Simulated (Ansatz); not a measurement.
HfC$_{5}$

The calculation's input:

```
crystal:
  lattice:
    - [4.6043623181, 0.0, 0.0]
    - [-2.3021811591, 3.9874947357, 0.0]
    - [0.0, 0.0, 2.5962202263]
  atoms:
    - { symbol: Hf, position: [0.0, 0.0, 0.0] }
    - { symbol: C, position: [0.0, 0.5, 0.5] }
    - { symbol: C, position: [0.3333333333, 0.6666666667, 0.0] }
    - { symbol: C, position: [0.6666666667, 0.3333333333, 0.0] }
    - { symbol: C, position: [0.5, 0.0, 0.5] }
    - { symbol: C, position: [0.5, 0.5, 0.5] }
basis:
  ecutwfc: 420
kpoints:
  mp_grid: { grid: [12, 12, 14] }
hamiltonian:
  xc: pbe
scf:
  occupations: { method: gaussian, width: 0.1 }
output:
  forces: true
  stress: true
  eigenvalues: true
  write_density: true
  write_potential: true
  elf: true
  volumetric_format: npy
relax:
  adjacent_minimum: "off"
  f_tol: 0.01
  max_steps: 80
  cell: { stress_tol: 0.05 }
```

Command:

```sh
ansatz run input.yaml --threads 1 --pin off --max-ram 2560MiB --backend cpu --events-out ev --progress --plain --runs-dir out
```

Below, planes, directions and counts refer to the conventional cell (a = 4.62 Å, b = 4.62 Å, c = 2.58 Å, α = 90.00°, β = 90.00°, γ = 120.00°).

The fields are those of the run's last geometry, not of the input's.

Space group P6/mmm; a structure generated by program, which may or may not match a known phase.

Level of theory: DFT PBE, scalar-relativistic, plane waves, PAW (Ansatz 0.2.0).

The density is the valence pseudo-density of a PAW calculation; it isn't the true density close to the nuclei.

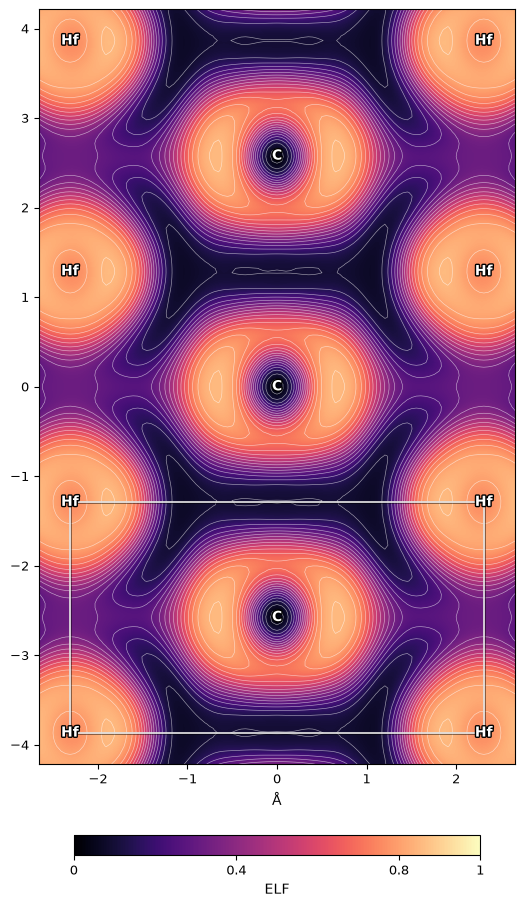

Figure 1. Electron localisation function on the (010) plane of the conventional cell.

> What do the fields say about this system?

The section cuts through Hf and C sites.
Hf–Hf (2.58 Å): the ELF is about 0.30 at the midpoint.
Hf–C (2.65 Å): the ELF is about 0.15 at the midpoint; no shared electron pair shows on this line.
The features right at Hf lie inside the PAW spheres, where the map follows smoothed inner orbitals and isn't to be read closely.

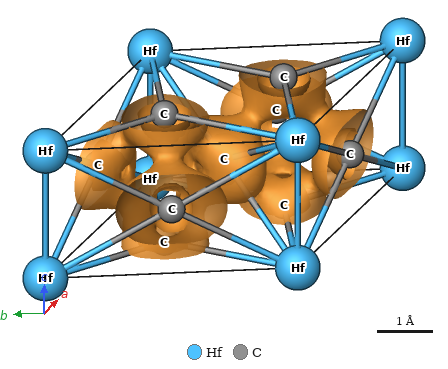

Figure 2. Isosurface of the electron localisation function at 0.65 (orange), seen at an oblique angle. Core shells and regions of very low density are left out. Sticks mark near contacts.

> What do the ELF domains correspond to?

The surface consists of one network that runs through the whole crystal, counted in one cell of 6 atoms. Any copies at cell faces, edges or corners count once.

> Metal or insulator at this level of theory?

It is metallic or semimetallic at this level of theory: no gap opens.
